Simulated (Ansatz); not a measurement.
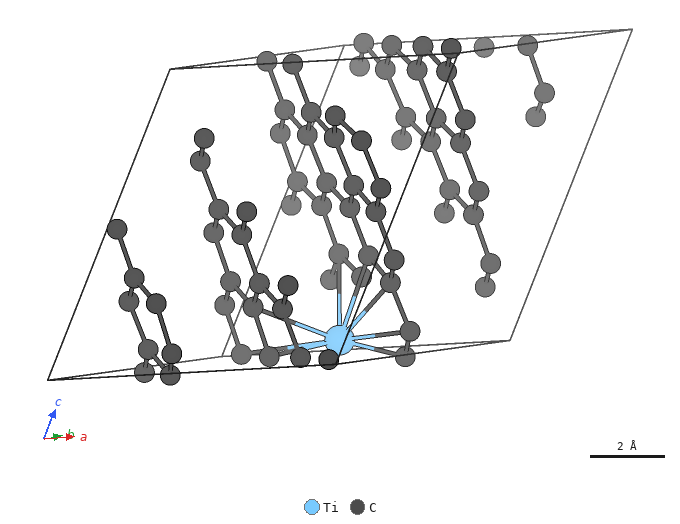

The structure as given in the input (ball-and-stick view of the cell of the calculation, seen at an oblique angle). An atom can appear more than once, as a periodic image.

## TiC₆₃ (charge −1): single-point calculation (part 1 of 3)

TiC₆₃ (defect cell, 64 atoms in the cell, total charge −1), computed with DFT PBE, scalar-relativistic, plane waves, PAW, spin-polarised (Ansatz 0.2.0).

The structure derives from an entry of the Crystallography Open Database.

Output:
```
Engine: ansatz 0.2.0, aarch64-unknown-linux-gnu
Pseudopotentials: kind: paw
Pseudopotential: Ti, paw, valence charge 12, recommended cutoff 420 eV (normal), Ti.paw.azcp
Pseudopotential: C, paw, valence charge 4, recommended cutoff 420 eV (normal), C.paw.azcp
Functional definition: PBE
  parameter kappa = 0.804
  parameter beta = 0.06672455060314922
  exchange = pbe_x(kappa = kappa, mu = beta*pi^2/3)
  correlation = pbe_c(beta = beta)
Crystal: 64 atoms, lattice volume = 559.669 Å³
Basis set: ecut = 420 eV, 10989 PW (Γ), exchange–correlation on 108×128×128 points (8 copies of the dense FFT grid, shifted against one another)
Bands: 197, of which v1, the nominal top of the filled ones, is band 133 counted from 1 (132 counted from 0)
Symmetry: 1 space group operations
Space group: P1 (ITA 1), of the structure as read, at distance tolerance 8.2e-5 Å
Magnetic group: BNS 1.1 (UNI 1), of the structure as read, at distance tolerance 8.2e-5 Å
k-points: 8
Non-local potential: Ti, projectors of the file, l = 0: 3, l = 1: 2, l = 2: 3, l = 3: 1
Non-local potential: C, projectors of the file, l = 0: 2, l = 1: 2, l = 2: 1
PAW form: soft (Blöchl's): semilocal exchange-correlation on the pseudo side does not see the compensation charge
PAW one-centre angular grid: Ti, 590 points (default); XC on 64 Gauss nodes
PAW one-centre angular grid: C, 110 points (default); XC on 64 Gauss nodes
Initial density: superposition of atomic densities (chi_scale 0.1, normalization cell, long waves kept (reshape's long-wave potential 0.27 eV rms))
Starting moments: Σ|m| = 0.8 μB on 4 of 64 sites
Initial wavefunctions: pseudopotential atomic-orbital guess
Functional: x = pbe(κ = 0.804, μ = 0.2195149727645171), c = pbe(β = 0.06672455060314922)
SCF iter   1: F=—  HF=-18301.964933 eV  |F-HF|=—  |Δ(HF+E_count)|=         —  Δρ=6.61e-2 (↑6.54e-2 ↓6.61e-2)  dr2=9.08e1  dr2_m=4.05e-2  M=0.274 μB ∫|m|=0.309 μB  β_m=0.30  ethr=3.10e-3  ⟨swp⟩=6.0  Hψ=14010  notcnv=0  defer=600
Mixer restart at iter 1: flushing history
preconditioner: auto → Kerker (q_TF=auto, 2.409 Å⁻¹)  [metal: Δε(μ)=0.010 eV  Ē_g=15.806 eV  σ=0.050 eV  W_gap=0.11  n_scr=132 (ndim 8)  ℏωp=25.2 eV  f_vac=0.000  D(μ)=8.44/eV (n_scr^D=46)]
spin=Collinear: Kerker preconditioning applied to the charge; magnetization (m = ρ↑ − ρ↓) channel mixes plain (no charge-response kernel on spin).
SCF iter   2: F=—  HF=-18301.058113 eV  |F-HF|=—  |Δ(HF+E_count)|=   9.07e-1  Δρ=4.94e-2 (↑4.87e-2 ↓4.94e-2)  dr2=5.73e1  dr2_m=2.04e-2  M=0.264 μB ∫|m|=0.303 μB  β_m=0.65  ethr=3.10e-3  ⟨swp⟩=2.2  Hψ=5005  notcnv=0  defer=906
SCF iter   3: F=—  HF=-18295.306208 eV  |F-HF|=—  |Δ(HF+E_count)|=    5.75e0  Δρ=8.59e-3 (↑8.59e-3 ↓8.47e-3)  dr2=5.63e0  dr2_m=1.17e-3  M=0.181 μB ∫|m|=0.249 μB  β_m=0.82  ethr=3.10e-3  ⟨swp⟩=3.0  Hψ=5506  notcnv=0  defer=906
SCF iter   4: F=—  HF=-18295.016094 eV  |F-HF|=—  |Δ(HF+E_count)|=   2.90e-1  Δρ=4.98e-3 (↑4.98e-3 ↓4.27e-3)  dr2=7.01e-1  dr2_m=3.11e-3  M=0.072 μB ∫|m|=0.117 μB  β_m=0.90  ethr=2.13e-3  ⟨swp⟩=2.2  Hψ=4327  notcnv=0  defer=920
SCF iter   5: F=—  HF=-18295.225320 eV  |F-HF|=—  |Δ(HF+E_count)|=   2.09e-1  Δρ=2.26e-3 (↑2.16e-3 ↓2.26e-3)  dr2=1.31e-1  dr2_m=1.06e-4  M=0.036 μB ∫|m|=0.061 μB  β_m=0.93  ethr=2.64e-4  ⟨swp⟩=3.1  Hψ=5560  notcnv=0  defer=922
SCF iter   6: F=—  HF=-18295.246732 eV  |F-HF|=—  |Δ(HF+E_count)|=   2.14e-2  Δρ=7.54e-4 (↑7.54e-4 ↓7.28e-4)  dr2=2.49e-2  dr2_m=1.31e-5  M=0.016 μB ∫|m|=0.029 μB  β_m=0.96  ethr=4.93e-5  ⟨swp⟩=2.0  Hψ=5382  notcnv=0  defer=922
SCF iter   7: F=—  HF=-18295.254874 eV  |F-HF|=—  |Δ(HF+E_count)|=   8.14e-3  Δρ=3.89e-4 (↑3.89e-4 ↓3.87e-4)  dr2=8.20e-3  dr2_m=3.56e-6  M=0.006 μB ∫|m|=0.012 μB  β_m=0.98  ethr=9.38e-6  ⟨swp⟩=2.0  Hψ=4636  notcnv=0  defer=922
SCF iter   8: F=—  HF=-18295.255487 eV  |F-HF|=—  |Δ(HF+E_count)|=   6.14e-4  Δρ=1.64e-4 (↑1.64e-4 ↓1.56e-4)  dr2=1.58e-3  dr2_m=2.19e-6  M=0.002 μB ∫|m|=0.005 μB  β_m=0.99  ethr=3.09e-6  ⟨swp⟩=2.0  Hψ=5088  notcnv=0  defer=922
SCF iter   9: F=—  HF=-18295.255608 eV  |F-HF|=—  |Δ(HF+E_count)|=   1.21e-4  Δρ=8.48e-5 (↑8.05e-5 ↓8.48e-5)  dr2=4.44e-4  dr2_m=9.75e-8  M=0.000 μB ∫|m|=0.001 μB  β_m=1.00  ethr=5.95e-7  ⟨swp⟩=2.0  Hψ=4329  notcnv=0  defer=922
SCF iter  10: F=—  HF=-18295.255595 eV  |F-HF|=—  |Δ(HF+E_count)|=   1.32e-5  Δρ=6.57e-5 (↑5.93e-5 ↓6.57e-5)  dr2=1.32e-4  dr2_m=1.09e-7  M=-0.000 μB ∫|m|=0.000 μB  β_m=0.92  ethr=1.67e-7  ⟨swp⟩=2.3  Hψ=5363  notcnv=0  defer=918
SCF iter  11: F=—  HF=-18295.255613 eV  |F-HF|=—  |Δ(HF+E_count)|=   1.80e-5  Δρ=2.21e-5 (↑2.03e-5 ↓2.21e-5)  dr2=1.99e-5  dr2_m=2.64e-8  M=-0.000 μB ∫|m|=0.001 μB  β_m=0.96  ethr=4.97e-8  ⟨swp⟩=2.1  Hψ=5315  notcnv=0  defer=917
SCF iter  12: F=—  HF=-18295.255570 eV  |F-HF|=—  |Δ(HF+E_count)|=   4.30e-5  Δρ=7.92e-6 (↑7.89e-6 ↓7.92e-6)  dr2=2.29e-6  dr2_m=3.37e-9  M=-0.000 μB ∫|m|=0.000 μB  β_m=0.96  ethr=7.50e-9  ⟨swp⟩=2.0  Hψ=5258  notcnv=0  defer=917
SCF iter  13: F=—  HF=-18295.255572 eV  |F-HF|=—  |Δ(HF+E_count)|=   1.99e-6  Δρ=4.57e-6 (↑4.57e-6 ↓4.41e-6)  dr2=9.89e-7  dr2_m=4.27e-10  M=-0.000 μB ∫|m|=0.000 μB  β_m=0.98  ethr=8.63e-10  ⟨swp⟩=2.1  Hψ=4805  notcnv=0  defer=914
SCF iter  14: F=—  HF=-18295.255570 eV  |F-HF|=—  |Δ(HF+E_count)|=   1.56e-6  Δρ=1.86e-6 (↑1.86e-6 ↓1.80e-6)  dr2=2.15e-7  dr2_m=8.92e-11  M=-0.000 μB ∫|m|=0.000 μB  β_m=0.99  ethr=3.73e-10  ⟨swp⟩=2.1  Hψ=3830  notcnv=0  defer=914
SCF iter  15: F=—  HF=-18295.255570 eV  |F-HF|=—  |Δ(HF+E_count)|=   3.93e-9  Δρ=1.72e-6 (↑1.71e-6 ↓1.72e-6)  dr2=9.33e-8  dr2_m=5.46e-12  M=-0.000 μB ∫|m|=0.000 μB  β_m=0.91  ethr=8.10e-11  ⟨swp⟩=2.0  Hψ=5278  notcnv=0  defer=914
SCF iter  16: F=-18295.255570 eV  HF=-18295.255570 eV  |F-HF|=3.49e-9  |Δ(HF+E_count)|=  7.75e-10  Δρ=4.59e-7 (↑4.59e-7 ↓4.49e-7)  dr2=1.02e-8  dr2_m=2.43e-12  M=-0.000 μB ∫|m|=0.000 μB  ethr=3.52e-11  ⟨swp⟩=19.0  Hψ=25048  notcnv=0
SCF 1 converged in 16 iterations: F = -18295.255570 eV  dr2 = 1.02e-8
  greatest PAW one-centre occupation: 0.999 electrons in one spin orbital (limit 2), on the Ti atom at site 0 (counted from 0), in its partial waves of l = 0
```

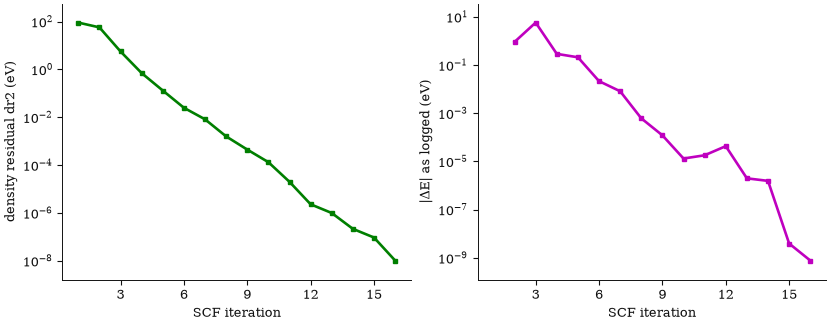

Convergence of the self-consistent field: density residual dr2 and size of the energy change against the SCF iteration. The residual falls at every step.

```
WARN: the starting moments were not kept: the SCF closed with an absolute magnetisation of 7.7e-6 μB, where they sum to 0.8 μB in size (4 sites). That is at most 0.1 of that sum. Measured as dr2_m measures the in/out step, that magnetisation stands 1.6e-12 eV from none, at or under the dr2_threshold of 1.0e-7 eV: it is no larger than a step whose dr2_m would equal this threshold. The system may hold no moment; this SCF shows only that its start led to no more than that. To try another start: raise the starting moments (crystal.atoms[].spin, magnetization.per_species, magnetization.initial_magnetization, or on a non-collinear deck that types none of these the spinor_matrix: blocks that start its atoms; where the total moment is fixed, keep their sum and leave initial_magnetization as it is; typed ones take the place of any that the run laid by itself, positive ones on a crystal's lanthanoids without a Hubbard term where scf.initial_density.shell_occupations: [] is typed) or, if the notice of its spin-set hold's release reads "site moments contracting" or "site moments show no strong build", lengthen the hold (scf.mixing.spin_hold: { on: { confirm: 4 } }; for m-r²SCAN on two components see the key's manual first). Each may lead to a state that holds a moment. A second SCF, from the converged charge density, with the starting moments and any scf.initial_density.shell_occupations laid on it anew, would have followed, and was not run: the deck does not ask for one (magnetization.retry_lost_moments is false, the default). To let it run, set magnetization.retry_lost_moments: true and run the deck again, where that key's refused combinations let it; where memory then withholds it, that run's warning says so.
SCF converged after 16 iterations
Magnetization: -0.0000 μB (132.5000 up, 132.5000 down)
Absolute magnetization: 0.0000 μB (∫|ρ↑−ρ↓|, with the PAW one-centre terms)
Spin contamination: 0.0000 ħ² per cell (⟨S²⟩ above its minimum at these occupations)
Per-site moments (μB) at R_I (Å): [(-7.107954101556178e-7, 0.7778009942796764), (-1.6407076370484476e-9, 0.5725343321970982), (2.8289519374870335e-8, 0.5793187689425788), (2.9585172156672646e-9, 0.5723029568391383), (3.4545611504591445e-8, 0.5872268543564793), (4.6347889558734133e-8, 0.5841962541291232), (-4.994504229785016e-8, 0.5845190790568521), (5.4245117725005716e-8, 0.5842090870939836), (3.3743531788069945e-8, 0.5812533299764037), (3.0073875379893685e-9, 0.5844209582144366), (3.205114652504137e-8, 0.5812793222477166), (3.239198119949287e-8, 0.5838908682587912), (2.7070912068283376e-8, 0.5838530451827451), (8.782372983675933e-9, 0.5844117139329082), (2.317106759007536e-8, 0.5838943680933877), (-6.846816595410657e-8, 0.5844055057801174), (-7.377910736741937e-8, 0.5848940836987164), (-3.5072351082382624e-8, 0.5836379365008341), (-2.634057417476023e-8, 0.5838076356685178), (-6.704318639675121e-8, 0.584902935281227), (3.962439483550178e-8, 0.5776788232681067), (3.746611895977525e-8, 0.5777245892363664), (-7.64485520857171e-11, 0.5825751096074336), (6.708981361019039e-9, 0.5826647894711029), (5.694287453416208e-8, 0.5843841031319316), (5.969028016486142e-8, 0.5844080162000033), (5.177796439308478e-8, 0.5844399619109576), (5.140889529509941e-8, 0.5845254465850083), (4.2092852742572044e-8, 0.5810880059410422), (2.284564004256605e-8, 0.5813930857121185), (1.6106718223310148e-8, 0.5812640718770894), (3.920781345193494e-8, 0.5810550260764435), (-4.665132821562889e-8, 0.5813930857121185), (2.0955801870477284e-9, 0.5846133618009103), (-3.928242203435182e-8, 0.5812640718770894), (2.8374766827676294e-9, 0.5810550260764435), (4.491854271156598e-9, 0.5836379365008341), (-9.56120761699939e-8, 0.5845131548683177), (7.171792987829244e-9, 0.5838076356685178), (1.4578418277290029e-8, 0.5877317303195229), (-2.2847046719201518e-8, 0.5849019228338), (-7.255088150885154e-8, 0.5812793222477166), (-5.66187574818463e-9, 0.5825751096074336), (-7.838032886084442e-8, 0.5812533299764037), (-1.6083316709448715e-7, 0.5844886456289671), (-7.293975645591803e-8, 0.5843706977994069), (-7.493467406988947e-8, 0.5844055057801174), (-6.108921909918705e-8, 0.5842959060821539), (-1.3432187483311473e-8, 0.5844117139329082), (-1.9504701250224894e-8, 0.5844168981259107), (-3.6797029064516066e-8, 0.5838943680933877), (-2.7838929373437605e-8, 0.5838530451827451), (6.84927883990902e-8, 0.5725343321970982), (-4.437445072180984e-8, 0.5793187689425788), (-6.32935793319468e-8, 0.5793190877494103), (7.997940426126558e-8, 0.5723029568391383), (-1.4357098960759491e-7, 0.5846147828522164), (-7.030172212210002e-8, 0.5841962541291232), (-8.038279188239162e-8, 0.5842090870939836), (-1.52506455334512e-7, 0.5845526388476533), (-3.2147401834585866e-8, 0.5845203487835047), (-4.3305793240922476e-8, 0.5844209582144366), (-5.770047880695395e-8, 0.5835923648412487), (-6.45945575373586e-8, 0.5836238988150035)]
Free energy (F): -18295.255570 eV
Harris-Foulkes:  -18295.255570 eV  (|F-HF|=3.49e-9)
Internal energy: -18295.239748 eV  (E = F + TS)
E sigma→0 (E₀):  -18295.247659 eV
Entropy (-TS):   -0.015822 eV (-0.247 meV/atom)
Fermi energy:    8.122808 eV
--- Per-component energies (eV) ---
  E_band       = -641.740788
  E_kinetic    = 6062.421113
  E_local      = -10800.783152  (includes V_loc(G=0)·N_el)
  E_nonlocal   = 1739.063621
  E_hartree    = 3429.995202
  E_xc         = -3144.266362
  E_vxc        = -3896.221268  (∫ρ·V_xc dr)
  E_paw        = -7311.379402  (= ΣΔE_a)
  E_vpaw       = -606.208495  (= ΣTr[D̂ρ^β])
  E_aug_tail   = 0.000622  (compensation charges beyond the density's cutoff)
  E_ewald      = -8270.291392
  E_smearing   = -0.015822  (= −TS)
  E_closure    = 0.000000  (closes the sum)
  E_deformation_potential = -14.468548  (in the stress; not in F)
  Σ components = -18295.255570   (vs F -18295.255570, Δ=0.00e0)
```
